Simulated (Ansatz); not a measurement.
# Geometry relaxation, with input and output: Al$_{16}$O$_{23}$ (charge +2) (part 2 of 4)

Al$_{16}$O$_{23}$ (defect cell, 39 atoms in the cell, total charge +2); DFT PBE, scalar-relativistic, plane waves, PAW, spin-polarised (Ansatz 0.2.0); cutoff 420 eV, 2×2×2 k-mesh, Gaussian smearing of 0.02 eV, collinear spins. The structure derives from a Materials Project entry. It belongs to a series of runs on one base structure; here: V_O, charge +2, atoms relaxed at the host's cell.

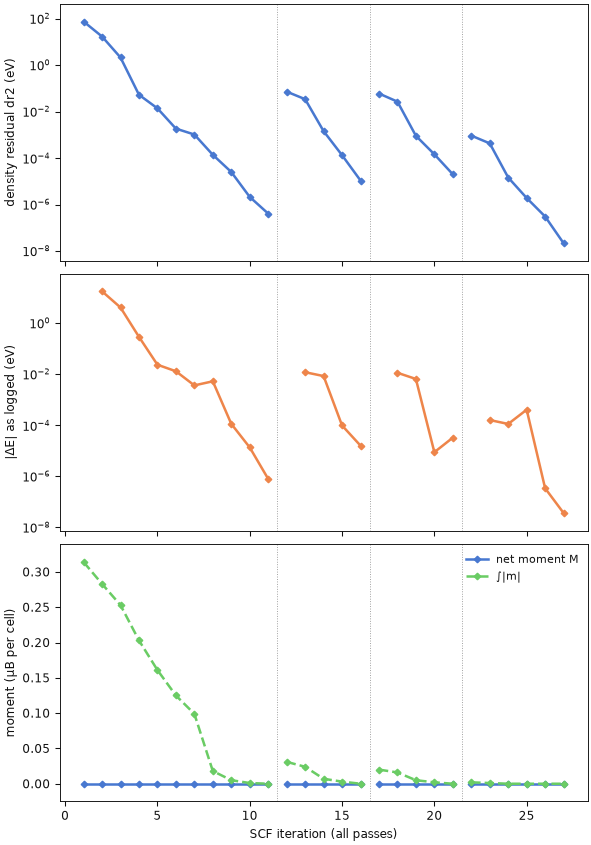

*Convergence of the self-consistent field: density residual dr2, size of the energy change and magnetic moment against the SCF iteration. The dotted lines part the SCF passes of the relaxation: geometry steps, rejected trials and re-solves on a re-selected basis.*

The passes take 11, 5, 5 and 6 iterations. The net moment stays at 0.0 μB per cell, and ∫|m| falls to zero.

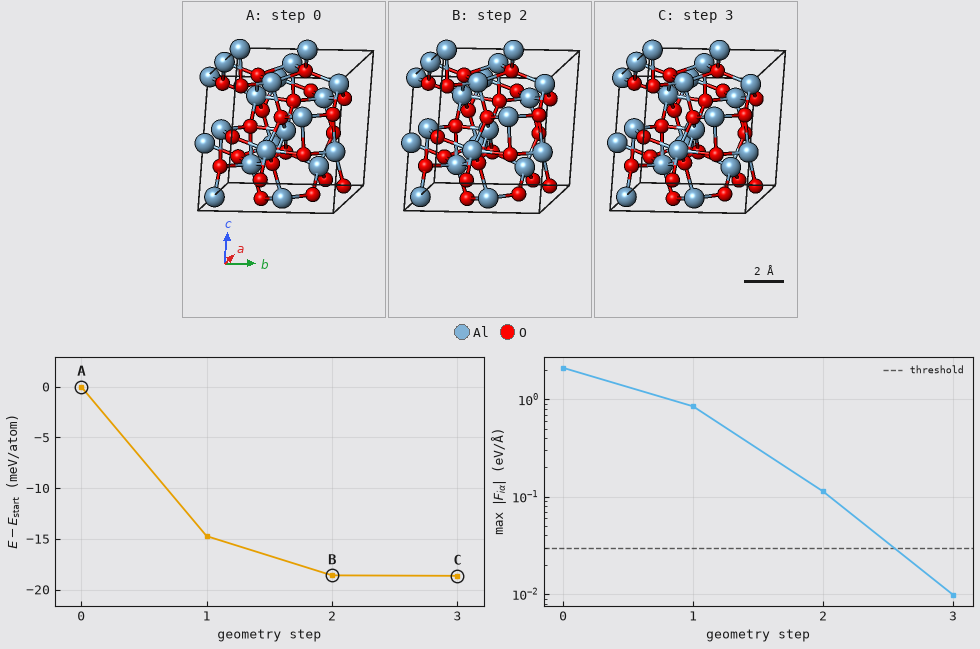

*Frames of the relaxation (ball-and-stick view of the cell of the calculation (origin shifted), seen at an oblique angle) above the curves, on which the letters mark them (the first geometry is step 0 here and step 1 in the log).*

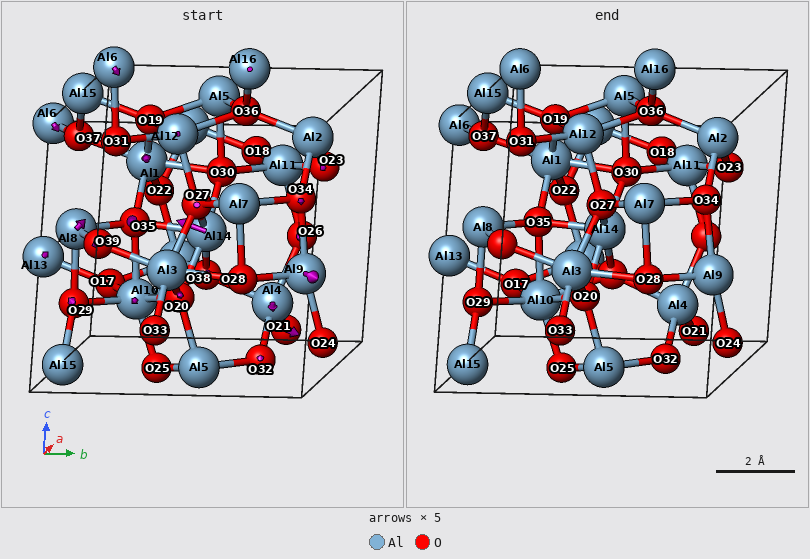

*Before (left) and after (right) the relaxation, at one scale (ball-and-stick view of the cell of the calculation (origin shifted), seen at an oblique angle). The pink arrows give the displacements, magnified 5 times.*

After 3 geometry steps the energy has fallen by 18.6 meV per atom. The largest force component goes from 2.1 to 0.0098 eV/Å. Al14 moves most: 0.17 Å. By element the largest moves are Al 0.17 Å, O 0.08 Å. The cell stays as it was. Among the contacts that change: Al14–O35 1.908 → 1.801 Å, Al9–O21 1.886 → 1.801 Å, Al10–O38 2.019 → 2.065 Å, Al8–O35 1.814 → 1.768 Å. Among the angles that change: Al8–O39–Al9 100.9° → 109.1°, O27–Al14–O35 94.2° → 101.7°, O26–Al8–O39 157.7° → 150.9°. (Atoms are counted from 1 in the order of the input.)

```
SCF converged after 6 iterations
Magnetization: 0.0000 μB (92.0000 up, 92.0000 down)
Absolute magnetization: 0.0000 μB (∫|ρ↑−ρ↓|, with the PAW one-centre terms)
Spin contamination: 0.0000 ħ² per cell (⟨S²⟩ above its minimum at these occupations)
Per-site moments (μB) at R_I (Å): [(9.130739542917516e-9, 0.7641922608791767), (1.4658675316359652e-8, 0.7679368269364466), (1.8955691908482592e-8, 0.7661263300073397), (-2.7733981427501363e-8, 0.729368366526744), (1.455284562360916e-8, 0.7679476589007088), (7.104503042701892e-9, 0.7641807350016122), (1.9149407765344573e-8, 0.7661321716431437), (-2.7356528743672177e-8, 0.7293736686291489), (1.2077251140530203e-7, 0.7427999389652536), (-1.1557120524940294e-8, 0.7545802266208583), (2.078692994285247e-8, 0.7654479418730276), (2.4916966591155146e-8, 0.7745344518707626), (-1.2589765243928672e-8, 0.754574378292379), (1.1995414231085016e-7, 0.7428062126484307), (2.0758598063162646e-8, 0.7654437997556293), (2.525635075478078e-8, 0.7745303267437544), (-4.9381652884895386e-8, 0.7674583833035818), (-3.162027592622203e-8, 0.7702971867171502), (-3.5365670421167255e-8, 0.7703022855080581), (-5.98098990398011e-8, 0.7743050333367746), (3.1532914619207725e-7, 0.729368366526744), (-6.730273005704907e-9, 0.7661321716431437), (1.928845959088489e-8, 0.7566989935774274), (-8.000431039478408e-7, 0.755308915594785), (-5.781318904850678e-8, 0.7545802266208583), (1.6211634563754074e-7, 0.7792253496318623), (-8.604225604069759e-7, 0.7564550362368002), (-8.732952422208901e-7, 0.7564438683178926), (1.4890728408481714e-7, 0.7792368518576444), (-8.008343005616185e-7, 0.7553191709715906), (-5.4073129609048025e-8, 0.754574378292379), (4.885086900624925e-9, 0.7566990153746732), (4.494226242435299e-9, 0.7661263300073397), (-8.080120387554763e-8, 0.7743122991737826), (2.7819066774280847e-7, 0.7293736686291489), (2.5982881603407667e-8, 0.7679368269364466), (-1.5883344548968328e-8, 0.7641807350016122), (2.9607377394539698e-8, 0.7639816120951219), (1.541247428230654e-8, 0.763982951549414)]
Free energy (F): -21726.914511 eV
Harris-Foulkes:  -21726.914511 eV  (|F-HF|=7.03e-9)
Internal energy: -21726.914511 eV  (E = F + TS)
E sigma→0 (E₀):  -21726.914511 eV
Fermi energy:    8.939607 eV
--- Per-component energies (eV) ---
  E_band       = 160.283052
  E_kinetic    = 4502.396097
  E_local      = -8118.510792  (includes V_loc(G=0)·N_el)
  E_nonlocal   = 1241.930665
  E_hartree    = 3042.430926
  E_xc         = -2354.414162
  E_vxc        = -2659.852908  (∫ρ·V_xc dr)
  E_paw        = -11122.226168  (= ΣΔE_a)
  E_vpaw       = -890.602145  (= ΣTr[D̂ρ^β])
  E_aug_tail   = 0.057788  (compensation charges beyond the density's cutoff)
  E_ewald      = -8918.578866
  E_smearing   = -0.000000  (= −TS)
  E_closure    = -0.000000  (closes the sum)
  E_deformation_potential = 35.754638  (in the stress; not in F)
  Σ components = -21726.914511   (vs F -21726.914511, Δ=0.00e0)
--- Forces (eV/Å), atoms counted from 1 ---
  atom   1  Al     0.00044728     0.00235541     0.00241450
  atom   2  Al     0.00280130     0.00177707     0.00357485
  atom   3  Al     0.00005710    -0.00100724     0.00409281
  atom   4  Al    -0.00105335    -0.00092652     0.00106767
  atom   5  Al     0.00256155    -0.00204994    -0.00341343
  atom   6  Al     0.00065764    -0.00222966    -0.00235177
  atom   7  Al    -0.00000534     0.00062198    -0.00379994
  atom   8  Al    -0.00100543     0.00095905    -0.00094595
  atom   9  Al     0.00081040     0.00477237     0.00984348
  atom  10  Al     0.00048903    -0.00013582     0.00621179
  atom  11  Al    -0.00321826     0.00238622    -0.00102359
  atom  12  Al     0.00029966     0.00341989    -0.00231310
  atom  13  Al     0.00037523     0.00001052    -0.00631558
  atom  14  Al     0.00059136    -0.00414644    -0.00983099
  atom  15  Al    -0.00271877    -0.00238895     0.00131392
  atom  16  Al     0.00032509    -0.00312591     0.00234095
  atom  17  O      0.00468322    -0.00012386     0.00019110
  atom  18  O      0.00140221     0.00229554     0.00019069
  atom  19  O      0.00142522    -0.00263330    -0.00011122
  atom  20  O      0.00276044     0.00463605    -0.00192549
  atom  21  O      0.00279519     0.00027731     0.00294438
  atom  22  O     -0.00387157    -0.00008312     0.00214566
  atom  23  O      0.00289033     0.00095269     0.00016440
  atom  24  O      0.00160439    -0.00385741     0.00163985
  atom  25  O      0.00001088    -0.00149056    -0.00196027
  atom  26  O     -0.00039545     0.00261294    -0.00006374
  atom  27  O     -0.00619619     0.00143072     0.00193471
  atom  28  O     -0.00650307    -0.00125261    -0.00191816
  atom  29  O     -0.00003628    -0.00267469     0.00011214
  atom  30  O      0.00163261     0.00382179    -0.00209478
  atom  31  O     -0.00030046     0.00156575     0.00167559
  atom  32  O      0.00280824    -0.00084280    -0.00048176
  atom  33  O     -0.00387932    -0.00010241    -0.00198799
  atom  34  O      0.00258051    -0.00475914     0.00159251
  atom  35  O      0.00285281     0.00004399    -0.00309997
  atom  36  O      0.00188491     0.00006068    -0.00007110
  atom  37  O      0.00070491    -0.00027957     0.00012174
  atom  38  O     -0.00524030     0.00235111    -0.00180929
  atom  39  O     -0.00513831    -0.00223919     0.00194720
  max |Σ_I F_I| component: 1.11e-4 eV/Å
--- Charged-cell corrections in eV (Makov–Payne, q = +2.000 e, ε = [10.177, 10.177, 12.532]) ---
  F (periodic)     = -21726.914511  (uncorrected; the corrections below are reported, never added to it)
  E_corr1          = +1.062515  (monopole, q²α_M/2ε̄L, of the cell on which ε is isotropic)
  F Makov-Payne    = -21725.851997  (F + E_corr1; no measured alignment; for a localised charge, not one spread in a band: unchecked)
  no potential alignment in this run, which stands beside a crystal: run the host's input off ansatz write-host-input, and read the two finished runs by ansatz place-levels (neither reads a slab, a wire or a sheet, whose cell leaves a vacuum)
--- Band table (eV; the first three rows and the last of 8) ---
  k-point 0 ↑: bands = ["-11.5698", "-11.0704", "-10.7591", "-10.7077", "-10.5091", "-10.2448", "-10.2045", "-10.0253", "-9.9020", "-9.7859", "-9.6981", "-9.6466", "-9.5565", "-9.4889", "-9.4143", "-9.2903", "-9.2480", "-9.1769", "-9.1192", "-9.1077", "-9.0791", "-8.9949", "-8.9270", "0.8792", "0.9351", "0.9543", "1.2618", "1.5274", "1.5373", "1.6889", "1.7106", "1.8228", "1.9164", "2.0166", "2.0937", "2.2402", "2.2818", "2.4608", "2.5759", "2.6473", "3.1766", "3.1899", "3.2699", "3.3034", "3.4042", "3.4405", "3.4824", "3.6016", "3.7353", "3.9729", "4.0940", "4.4015", "4.5282", "4.5610", "4.7151", "4.7530", "4.8027", "4.8415", "4.9213", "4.9976", "5.0175", "5.0611", "5.1064", "5.1394", "5.1832", "5.2869", "5.5064", "5.5162", "5.5840", "5.6771", "5.8158", "5.8735", "5.8825", "5.9359", "6.0049", "6.0662", "6.0857", "6.1135", "6.1630", "6.3100", "6.4158", "6.4979", "6.5343", "6.5434", "6.6168", "6.6714", "6.7263", "6.8255", "6.8620", "6.8763", "7.0149", "7.0542", "10.8150", "13.9958", "14.6312", "15.0437", "15.6800", "15.9715", "16.1009", "16.1746", "16.2594", "16.5272", "16.5928", "16.7196", "16.7620", "16.9786", "17.0953", "17.1438", "17.4944", "17.7409", "18.0055", "18.0788", "18.2493", "18.6206", "18.6698", "18.7371", "18.7657", "18.9005", "18.9306", "19.0805", "19.1586", "19.2387", "19.2633", "19.3284", "19.5010", "19.5677", "19.6358", "19.7178", "19.8022", "19.8618", "19.8843", "20.0226"]
  k-point 1 ↑: bands = ["-11.5338", "-11.0678", "-10.8948", "-10.7471", "-10.4008", "-10.3243", "-10.1658", "-9.9575", "-9.8430", "-9.7654", "-9.6452", "-9.6199", "-9.5417", "-9.4931", "-9.3986", "-9.3421", "-9.3199", "-9.2724", "-9.2021", "-9.0844", "-9.0429", "-8.9496", "-8.9169", "0.6837", "1.0640", "1.1871", "1.2581", "1.3853", "1.4260", "1.6373", "1.6473", "1.7727", "1.8531", "1.9282", "2.2767", "2.3501", "2.5276", "2.7009", "2.7120", "2.8687", "2.9620", "3.0922", "3.1533", "3.1866", "3.3799", "3.5289", "3.5691", "3.6184", "3.7732", "3.8667", "4.0081", "4.0739", "4.2159", "4.3903", "4.4785", "4.7126", "4.8759", "4.9012", "4.9211", "5.0008", "5.0294", "5.1448", "5.2570", "5.3525", "5.3882", "5.4445", "5.4817", "5.6145", "5.6685", "5.6972", "5.7699", "5.8210", "5.8704", "5.9254", "5.9912", "6.0686", "6.1448", "6.2032", "6.2141", "6.3081", "6.3933", "6.4553", "6.4772", "6.5167", "6.5808", "6.6264", "6.7105", "6.7488", "6.8422", "6.8767", "7.0203", "7.0295", "10.8800", "13.9576", "14.8096", "15.0245", "15.2536", "16.0890", "16.2017", "16.2987", "16.6023", "16.6549", "16.8492", "16.9011", "17.0853", "17.2022", "17.2183", "17.3600", "17.4577", "17.5627", "17.6993", "17.8153", "17.8601", "17.9631", "18.0625", "18.1862", "18.3996", "18.6466", "18.7154", "18.8799", "19.0183", "19.3339", "19.5418", "19.5926", "19.6634", "19.7500", "19.8020", "19.8627", "19.8850", "20.0530", "20.1225", "20.1442"]
  k-point 2 ↑: bands = ["-11.5306", "-11.0976", "-10.8644", "-10.7283", "-10.4512", "-10.2847", "-10.1893", "-9.9620", "-9.8364", "-9.7518", "-9.6484", "-9.5788", "-9.5343", "-9.5054", "-9.4492", "-9.3514", "-9.3178", "-9.2550", "-9.1854", "-9.1136", "-9.0384", "-8.9454", "-8.9101", "0.7757", "1.1105", "1.1501", "1.3164", "1.3552", "1.4833", "1.5514", "1.6244", "1.7664", "1.8348", "1.8910", "2.0435", "2.3644", "2.4752", "2.6166", "2.7798", "2.8246", "2.9561", "3.1361", "3.1622", "3.2578", "3.4056", "3.4716", "3.5724", "3.7556", "3.8696", "3.9949", "4.0927", "4.1932", "4.3366", "4.4020", "4.5096", "4.6002", "4.6641", "4.8140", "4.8650", "4.9822", "5.0205", "5.1053", "5.2200", "5.2972", "5.4458", "5.4925", "5.5496", "5.6023", "5.6652", "5.6883", "5.7557", "5.8332", "5.8841", "5.9658", "5.9856", "6.0220", "6.1284", "6.1651", "6.2536", "6.2993", "6.3498", "6.4126", "6.5014", "6.5230", "6.6026", "6.6391", "6.7181", "6.7606", "6.8289", "6.8703", "6.9999", "7.0642", "10.8496", "14.1569", "14.4020", "15.1475", "15.6086", "15.9510", "16.0553", "16.2330", "16.5628", "16.7362", "16.8358", "16.9293", "17.0318", "17.1169", "17.2805", "17.4389", "17.5153", "17.6139", "17.7283", "17.8342", "17.9007", "18.0246", "18.1164", "18.2461", "18.4166", "18.6109", "18.6791", "18.8316", "18.9942", "19.1674", "19.3780", "19.4999", "19.6429", "19.7153", "19.7839", "19.8690", "19.9573", "20.0823", "20.1645", "20.3262"]
  k-point 3 ↓: bands = ["-11.5306", "-11.0976", "-10.8644", "-10.7283", "-10.4512", "-10.2847", "-10.1893", "-9.9620", "-9.8364", "-9.7518", "-9.6484", "-9.5788", "-9.5343", "-9.5054", "-9.4492", "-9.3514", "-9.3178", "-9.2550", "-9.1854", "-9.1136", "-9.0384", "-8.9454", "-8.9101", "0.7757", "1.1105", "1.1501", "1.3164", "1.3552", "1.4833", "1.5514", "1.6244", "1.7664", "1.8348", "1.8910", "2.0435", "2.3645", "2.4752", "2.6166", "2.7798", "2.8246", "2.9561", "3.1361", "3.1622", "3.2578", "3.4056", "3.4716", "3.5723", "3.7556", "3.8696", "3.9949", "4.0927", "4.1932", "4.3366", "4.4021", "4.5096", "4.6002", "4.6642", "4.8140", "4.8650", "4.9822", "5.0205", "5.1053", "5.2200", "5.2972", "5.4458", "5.4925", "5.5496", "5.6023", "5.6652", "5.6884", "5.7556", "5.8332", "5.8841", "5.9658", "5.9856", "6.0220", "6.1284", "6.1651", "6.2536", "6.2993", "6.3498", "6.4126", "6.5014", "6.5230", "6.6026", "6.6391", "6.7181", "6.7606", "6.8288", "6.8703", "6.9998", "7.0642", "10.8496", "14.1569", "14.4020", "15.1475", "15.6086", "15.9511", "16.0553", "16.2330", "16.5628", "16.7362", "16.8358", "16.9293", "17.0318", "17.1169", "17.2805", "17.4389", "17.5153", "17.6139", "17.7283", "17.8342", "17.9007", "18.0247", "18.1163", "18.2461", "18.4166", "18.6109", "18.6791", "18.8316", "18.9942", "19.1674", "19.3779", "19.4999", "19.6429", "19.7153", "19.7839", "19.8690", "19.9573", "20.0823", "20.1645", "20.3262"]
```
